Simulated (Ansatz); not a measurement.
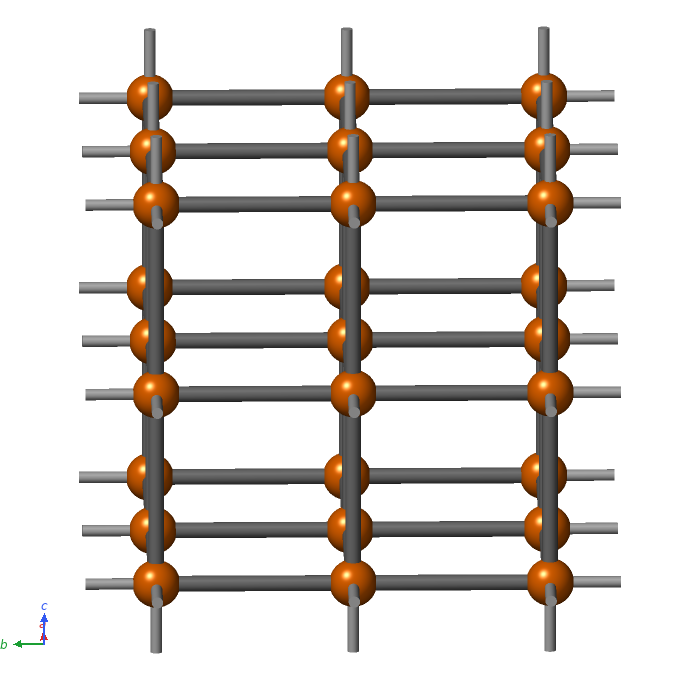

The picture shows a finite piece of the underlying net of a crystal structure, nodes on the atoms' positions. Nodes are coloured by topological kind. Edges to nodes outside the piece are drawn as stubs.

Question: Describe the net.

Answer: A uninodal 6-connected, three-periodic net. It is the pcu net, known from NaCl, ReO3 and the B-X framework of perovskite.

Question: Give point symbol and coordination sequence.

Answer: 4¹²·6³, sequence 6, 18, 38, 66, 102.

Origin of the net. GaP (space group Fm-3m, No. 225). Coordinates: the input geometry of an electronic-structure calculation (not necessarily at equilibrium); the starting structure was generated, so it need not be a known form of this composition. Bonds are taken as Ga–P below 2.9 Å. The graph is simplified in the usual way: terminal and isolated atoms are pruned, two-connected atoms become edges. Ga and P are 6-connected nodes.
